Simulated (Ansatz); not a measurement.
```cif
data_structure
_symmetry_space_group_name_H-M 'P 1'
_symmetry_Int_Tables_number 1
_cell_length_a 3.4643
_cell_length_b 3.4643
_cell_length_c 3.4643
_cell_angle_alpha 90.000
_cell_angle_beta 90.000
_cell_angle_gamma 90.000
_cell_volume 41.58
loop_
_atom_site_label
_atom_site_type_symbol
_atom_site_fract_x
_atom_site_fract_y
_atom_site_fract_z
_atom_site_occupancy
Se1 Se 0.00000 0.00000 0.00000 1
Se2 Se 0.50000 0.50000 0.50000 1
```

Space group Im-3m; a structure from a database of computed crystals, not necessarily the ambient phase; changed on purpose from its base cell (strained and moved within the space group); computed pressure about −6 GPa in this cell.

These are results of DFT PBEsol, scalar-relativistic, plane waves, PAW (Ansatz), not measurements.

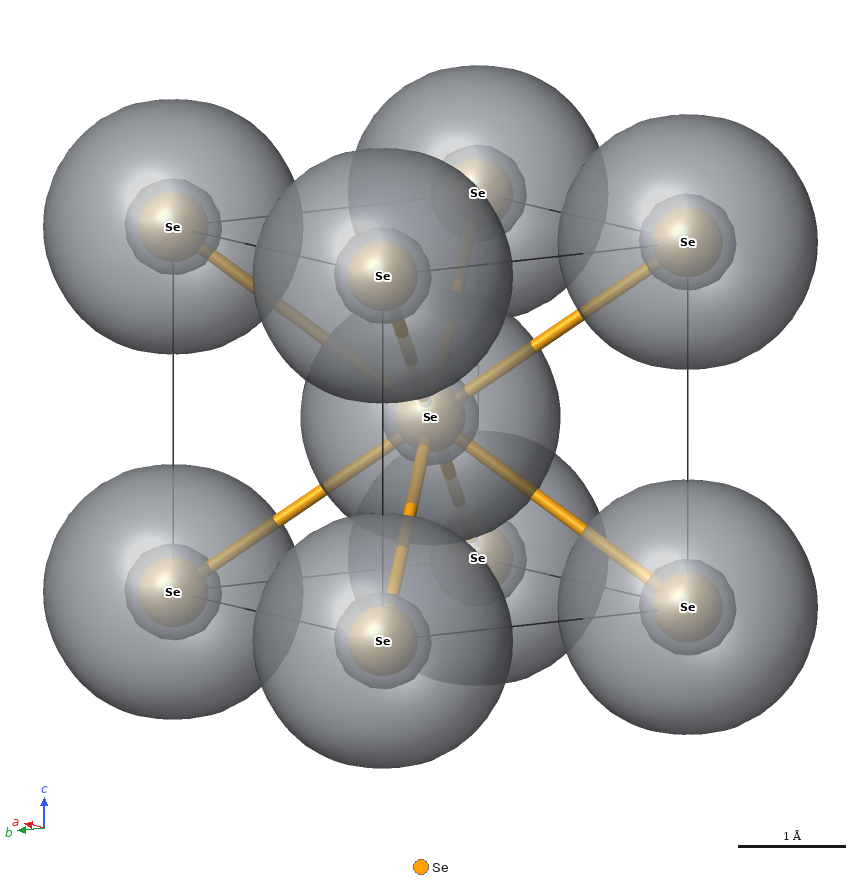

Se. Isosurface of the electron localisation function at 0.55 (grey), seen at an oblique angle. Core shells and regions of very low density are left out. Sticks mark near contacts.

### Identify the bonds, lone pairs and shells in this picture.

At this value the surface marks out two regions wrapped around Se (the valence shell of each), counted in one cell of 2 atoms. Any copies at cell faces, edges or corners count once. Along the contacts the grid gives the following. Se–Se (3.00 Å): the ELF is about 0.35 at the midpoint.

### Does the calculation make it a metal, or give it a gap?

It is gapless in this calculation (a metal or semimetal).
